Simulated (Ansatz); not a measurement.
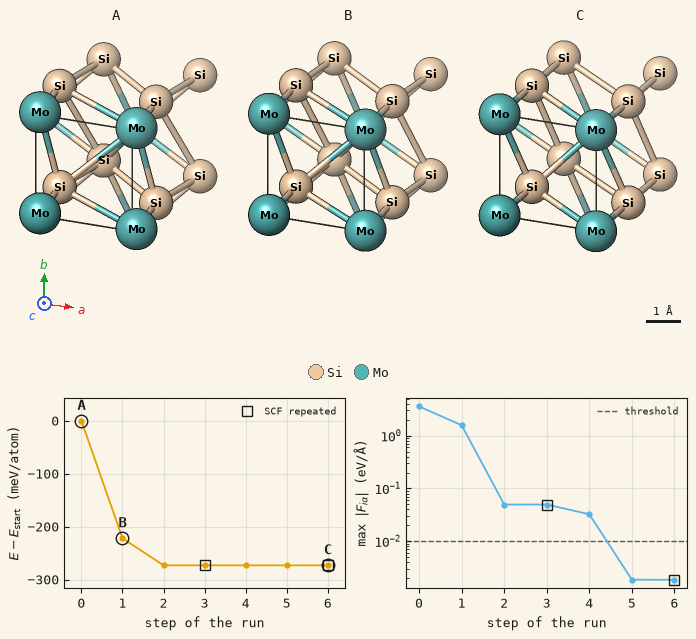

Frames of a relaxation of solid Si$_{2}$Mo (set up in P1), marked on the history of the run. A ball-and-stick model of the cell of the calculation, reduced to other axes, repeated 2 × 2 × 1 with one cell outlined, seen along the c axis. Lengths and directions refer to the drawn axes.

Case: all atoms moved at random, sigma 0.1 Å for each component, cell strained at random, sigma 0.03; relaxed back.

Computed with Ansatz, DFT PBE, scalar-relativistic, plane waves, PAW. (plane-wave cutoff 420 eV; k-point mesh 14 × 14 × 14; occupations gaussian; smearing width 0.15 eV; no spin polarisation; atoms relaxed in a fixed cell; force threshold 0.01 eV/Å; at most 80 steps)

Question: What happens along the run?

Answer: The energy falls by 273 meV per atom in 4 accepted moves (6 points after the start). Largest force component: 3.6 eV/Å at the start, 0.0018 eV/Å at the end. 2 steps only repeated the SCF at the same geometry. The largest move is that of a Si atom, 0.25 Å roughly along +a. By element the largest moves are Si 0.25 Å, Mo 0.16 Å. The lattice vectors keep their values. Some distances before and after: Mo–Si 2.867 → 2.538 Å, Si–Si 2.348 → 2.603 Å, Mo–Si 2.258 → 2.501 Å, Si–Si 2.341 → 2.561 Å. The space group (tolerance 0.01 Å) goes from P1 (No. 1) to P-1 (No. 2). Cost: 5.2 min on 1 thread of Intel(R) Xeon(R) Platinum 8488C (Sapphire Rapids), with other jobs on the host, peak memory 1.2 GiB. From step 0 to 1: a Si atom moves most (0.14 Å), energy −222 meV per atom. From step 1 to 6: a Si atom moves most (0.12 Å), energy −51.1 meV per atom.

```
step  E − E(0), meV/atom  largest force component, eV/Å                         note
   0                0.00                         3.5824                             
   1             -222.00                         1.5773                             
   2             -273.01                         0.0494                             
   3             -273.01                         0.0495  same geometry, SCF repeated
   4             -273.07                         0.0323                             
   5             -273.09                         0.0019                             
   6             -273.09                         0.0018  same geometry, SCF repeated
```
